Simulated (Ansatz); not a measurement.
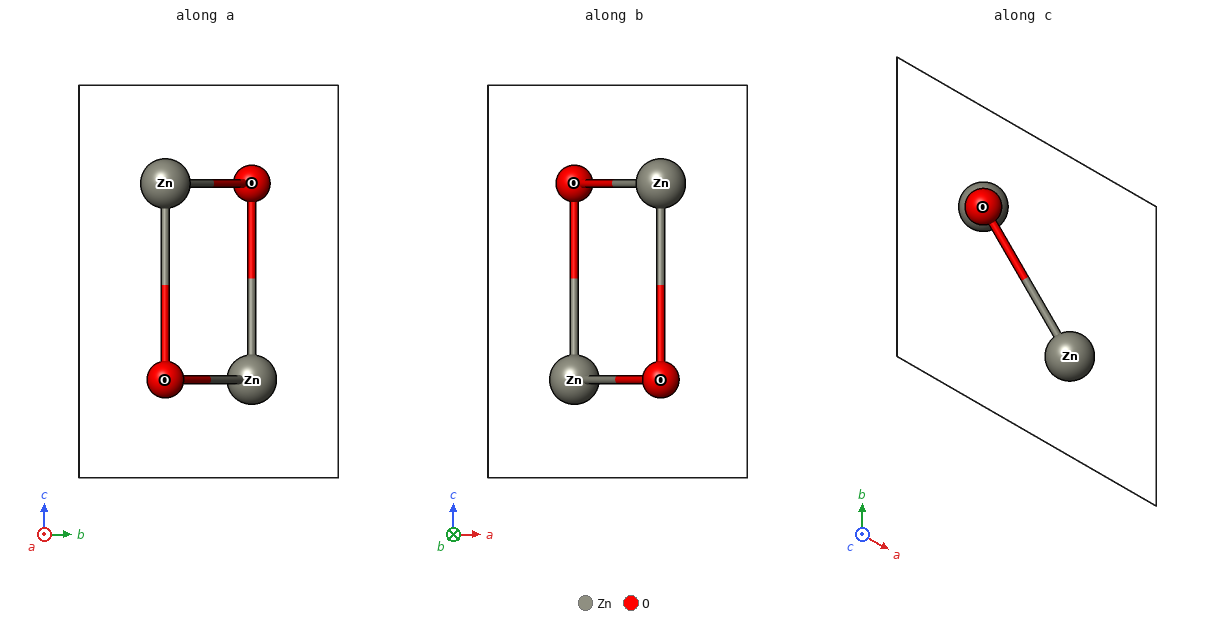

Structure drawing (ball-and-stick), viewed along the a axis, along the b axis and along the c axis. The frame is the conventional unit cell; atoms at its boundary are shown with their periodic copies.

Lattice parameters: a = 3.5539 Å, b = 3.5539 Å, c = 4.6576 Å, α = 90.000°, β = 90.000°, γ = 120.000°.

Transcribe the picture into a CIF in P1 with every atom of the cell.

Answer.
```cif
data_structure
_symmetry_space_group_name_H-M 'P 1'
_symmetry_Int_Tables_number 1
_cell_length_a 3.5539
_cell_length_b 3.5539
_cell_length_c 4.6576
_cell_angle_alpha 90.000
_cell_angle_beta 90.000
_cell_angle_gamma 120.000
_cell_volume 50.94
loop_
_atom_site_label
_atom_site_type_symbol
_atom_site_fract_x
_atom_site_fract_y
_atom_site_fract_z
_atom_site_occupancy
Zn1 Zn 0.3333 0.6667 0.2500 1
Zn2 Zn 0.6667 0.3333 0.7500 1
O1 O 0.6667 0.3333 0.2500 1
O2 O 0.3333 0.6667 0.7500 1
```

The model was built from a structure type filled with these elements by a generator (whether the compound takes this form wasn't checked). The cell was then strained or its atoms displaced on purpose. A calculation with Ansatz used it as input.

At this level of theory the cell isn't at rest (stretched, at -9 GPa), so its distances can differ from those at equilibrium, the more so the softer the solid.
